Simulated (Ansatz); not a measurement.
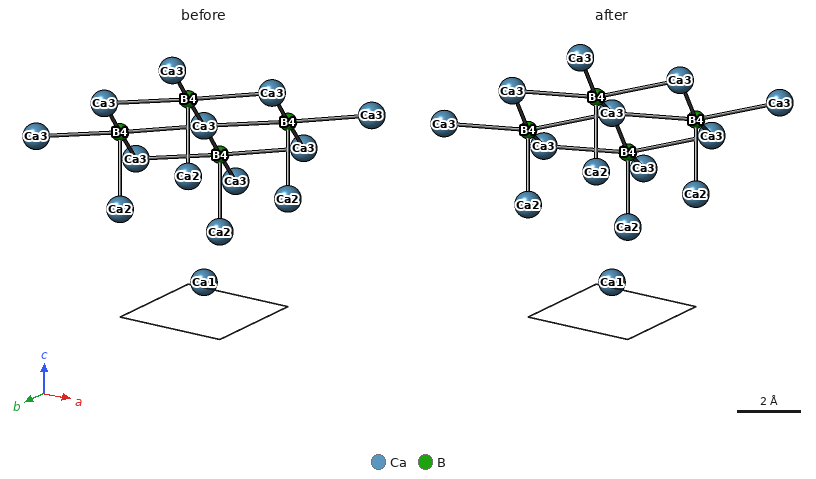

The structure of a slab of composition Ca3B (cut from the Fm-3m phase) before (left) and after (right) a constrained relaxation, at one scale.

A ball-and-stick model of the cell of the calculation, outlined in the plane, without the vacuum, seen from a free direction.

Case: B put at a hollow Ca-Ca site. The slab is the (1 0 0) face of Ca with B on it. 1 atoms are held fixed.

Method: DFT PBEsol, scalar-relativistic, plane waves, PAW (Ansatz).

The input:
```yaml
crystal:
  lattice:
    - [3.8570176995, 0.0, 0.0]
    - [0.0, 3.8570176995, 0.0]
    - [0.0, 0.0, 24.454646741]
  atoms:
    - { symbol: Ca, position: [0.5, 0.5, 0.3475822035] }
    - { symbol: Ca, position: [0.0, 0.0, 0.4557810715] }
    - { symbol: Ca, position: [0.5, 0.5, 0.56404551] }
    - { symbol: B, position: [0.0, 1.0, 0.5624098291] }
basis:
  ecutwfc: 420
kpoints:
  mp_grid: { grid: [8, 8, 1] }
hamiltonian:
  xc: pbesol
scf:
  occupations: { method: gaussian, width: 0.1 }
output:
  forces: true
  eigenvalues: true
relax:
  adjacent_minimum: "off"
  f_tol: 0.03
  max_steps: 70
  constraints: [{ sites: [0] }]
efield:
  axis: 3
  dipole_correction: true
```

### Summarise the run.

The energy falls by 0.113 eV per cell of the calculation in 4 accepted moves (5 points after the start). Largest force component: 0.61 eV/Å at the start, 0.0043 eV/Å at the end. 1 step only repeated the SCF at the same geometry. The atom that moves furthest is Ca3 (0.43 Å along the normal (+c)). Largest moves by element: Ca 0.43 Å, B 0.08 Å. The cell stays as it was. Some distances before and after: Ca2–B4 2.608 → 2.523 Å, Ca3–B4 2.728 → 2.756 Å. Bond angles that change, for instance: Ca3–B4–Ca3 178.3° → 163.6°, B4–Ca3–B4 178.3° → 163.6°, Ca2–B4–Ca3 90.8° → 98.2°.

Limits of the set-up: the periodic images lie only 3.9 Å apart, so the values are limited by the cell's size.
